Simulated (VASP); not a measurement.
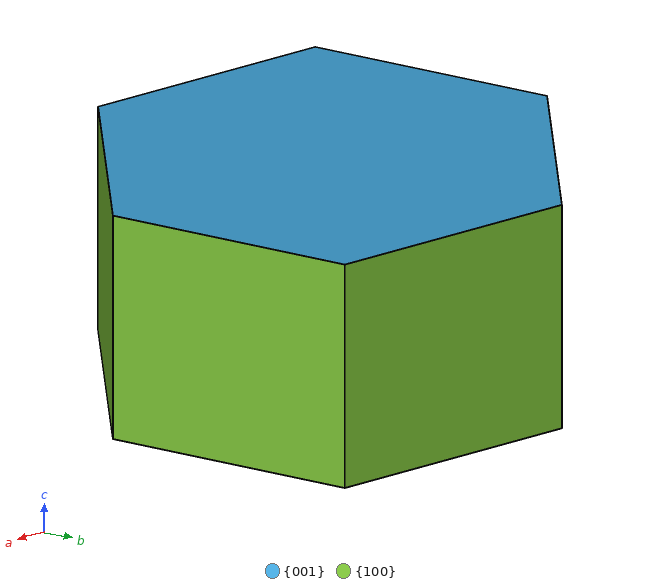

Mg₃Sb₂, space group P-3m1 (No. 164), a = 4.597 Å, b = 4.597 Å, c = 7.274 Å, α = 90.00°, β = 90.00°, γ = 120.00°. The shape was computed with the Donnay–Harker form of the Bravais–Friedel law: planes with larger spacing d grow more slowly and so show as larger faces; centring, glide planes and screw axes halve or divide d. Origin: the geometry relaxed with VASP 6.6.1, VASP Kohn-Sham DFT of a periodic cell, PW91, VASP PAW PBE potentials, recommended. Forms under 0.4 % of the area are left out.

> Which form makes up most of the surface, and how much?

{100}, with 6 faces and about 52 % of the area; its spacing is d = 3.981 Å.

> How many faces does the whole crystal have, by form?

8 faces: 6 of {100} and 2 of {001}.

> List the forms with their spacings and shares.

| form | faces | d (Å) | share of area (%) |
| --- | --- | --- | --- |
| {100} | 6 | 3.981 | 52.3 |
| {001} | 2 | 7.274 | 47.7 |
